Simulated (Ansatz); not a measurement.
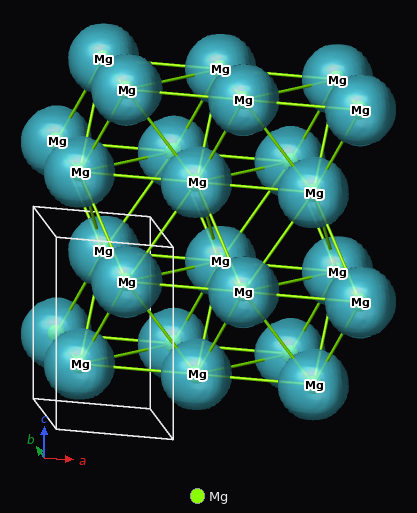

*Mg. Isosurface of the valence pseudo-density at 0.15 e/Å³ (cyan), seen slightly off an axis. Sticks mark near contacts.*

Space group P6₃/mmc; a structure from a database of computed crystals, not necessarily the ambient phase.

These are results of DFT PBE, scalar-relativistic, plane waves, PAW in Ansatz 0.2.0, not measurements.

In a PAW calculation such maps are meaningful between the atoms, not at the nuclei.

Question: What does this surface tell about the bonding?

Answer: At this value the density breaks into separate islands; it holds about 80 % of the electrons treated as valence (semicore included). It bridges none of the near contacts. It is pinched off along the sampled Mg–Mg (3.17 Å) contacts. On the grid the lowest density along these lines, outside the cores, is 0.1 e/Å³ (Mg–Mg, 3.17 Å).

Question: Does the calculation make it a metal, or give it a gap?

Answer: It is metallic or semimetallic at this level of theory: no gap opens.
